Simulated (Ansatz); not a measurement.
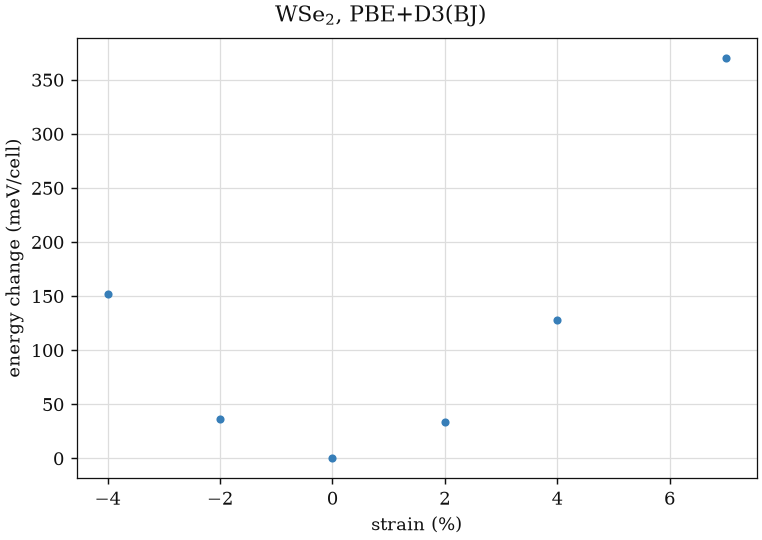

Plotted: energy change against strain for WSe₂ (a slab or sheet, periodic in two directions).

The given structure:
```xyz
3
Lattice="3.2855 0.0000 0.0000 -1.6428 2.8453 0.0000 0.0000 0.0000 32.7375" Properties=species:S:1:pos:R:3 pbc="T T T"
Se    0.0000    1.8969   14.6841
W     1.6427    0.9484   16.3687
Se    0.0000    1.8969   18.0534
```

Method: a free-standing sheet under strain in its plane, atoms relaxed at each strain, energy counts from the given unstrained cell, the sheet is isolated along c, plane waves with PAW datasets, Γ-centred k mesh (Ansatz 0.2.0). Level: PBE with D3(BJ), no spin polarisation.

- wave cutoff: 420 eV
- k mesh: 12×12×1
- occupations: Gaussian
- smearing width: 0.02 eV
- boundary: isolated
- strain kind: biaxial

Question: Does the undistorted structure sit at the bottom of the curve?

Answer: Yes: the energy rises on both sides of the starting structure, which is therefore a minimum along this path.

Keep in mind: a crossing between the sampled k points may be missed; xc potential rough in thin density.
